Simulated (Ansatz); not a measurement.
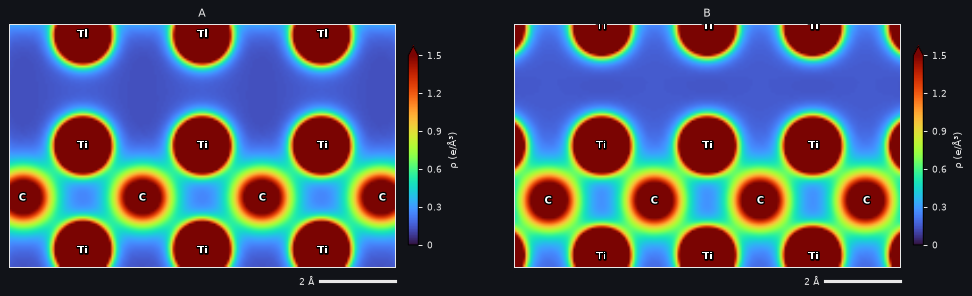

Ti$_{2}$C. The valence electron density of two cells that differ in size and shape, on the (011) plane of each (indices in the axes of the calculation cell), at one length scale and on one colour scale; one has 11.7 and the other 12.8 Å³ an atom.

Space group R-3m; a structure from a database of computed crystals, not necessarily the ambient phase; computed without spin polarisation.

All numbers below come from DFT PBEsol, scalar-relativistic, plane waves, PAW (Ansatz 0.2.0).

> Which is the denser cell? Describe the effect of the change.

Panel B is the smaller cell, by 8 % in volume. From the larger cell to the smaller, Ti–Ti goes from 2.78 to 2.81 Å; Ti–C goes from 2.11 to 2.03 Å, and the density at its midpoint from 0.55 to 0.66 e/Å³; the pressure goes from 0.5 to 23 GPa.
